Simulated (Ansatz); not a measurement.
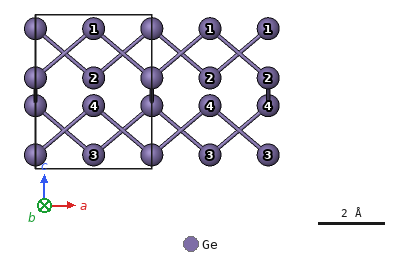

Starting structure of a crystal of Ge (built on the black phosphorus_64 type) (coarse preliminary run). The picture is a ball-and-stick view of the conventional cell (2 times the calculation's cell), repeated 2 × 1 × 1 with one cell outlined, seen along the b axis. Lengths and directions refer to the drawn axes.

Case: black phosphorus type (Cmce, No. 64).

Method: Ansatz, DFT PBE, scalar-relativistic, plane waves, PAW.

The input:
```yaml
crystal:
  lattice:
    - [1.7853927867, -5.6636327071, 0.0]
    - [1.7853927867, 5.6636327071, 0.0]
    - [0.0, 0.0, 4.7250878585]
  atoms:
    - { symbol: Ge, position: [0.098, 0.902, 0.91] }
    - { symbol: Ge, position: [0.598, 0.402, 0.59] }
    - { symbol: Ge, position: [0.902, 0.098, 0.09] }
    - { symbol: Ge, position: [0.402, 0.598, 0.41] }
basis:
  ecutwfc: 420
kpoints:
  mp_grid: { grid: [6, 6, 4] }
hamiltonian:
  xc: pbe
scf:
  occupations: { method: gaussian, width: 0.1 }
  lower_state_search: "off"
output:
  forces: true
  stress: true
  eigenvalues: true
relax:
  adjacent_minimum: "off"
  f_tol: 0.04
  max_steps: 70
  cell: { stress_tol: 0.4 }
```

### Predict the outcome.

The largest moves relative to the cell, 0.46 Å, are those of Ge1, Ge2, Ge3 and Ge4. Ge4 goes along [0 2 −1]. The drawn cell changes as follows: a 3.571 → 5.049 Å (+41.4 %), b 11.327 → 8.476 Å (−25.2 %), c 4.725 → 4.040 Å (−14.5 %); the volume changes by −9.5 %. Among the contacts that change: Ge1–Ge4 4.176 → 2.634 Å, Ge1–Ge2 2.340 → 2.732 Å, Ge1–Ge3 2.377 → 2.728 Å. New bonds form: Ge1–Ge4 (4.18 → 2.63 Å), Ge2–Ge3 (4.18 → 2.63 Å). Bond angles that change, for instance: Ge2–Ge1–Ge2 99.5° → 135.1°, Ge2–Ge1–Ge3 103.4° → 97.9°. The space group stays Cmce (No. 64). The energy falls by 1.908 eV per cell of the calculation in 18 accepted moves (22 points after the start). The largest force component goes from 1.3 to 0.011 eV/Å. Pressure: 9.71 GPa at the start and −0.19 GPa at the end. The line search rejected the trial step at point 15 of the run. At 3 points the geometry stayed and the basis and grid were re-selected for the new cell (energy shift of 60.0 meV per cell of the calculation at most each time). The run took roughly 60 core-seconds on a shared host.

Final geometry:

```
CELL_PARAMETERS angstrom
2.52458 -4.23780 0.00000
2.52458 4.23780 0.00000
0.00000 0.00000 4.04009
ATOMIC_POSITIONS crystal
Ge 0.15024 0.84976 0.87913
Ge 0.65024 0.34976 0.62087
Ge 0.84976 0.15024 0.12087
Ge 0.34976 0.65024 0.37913
```

After the run, drawn alike:

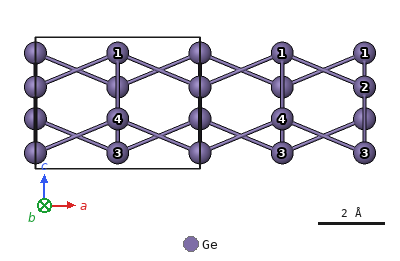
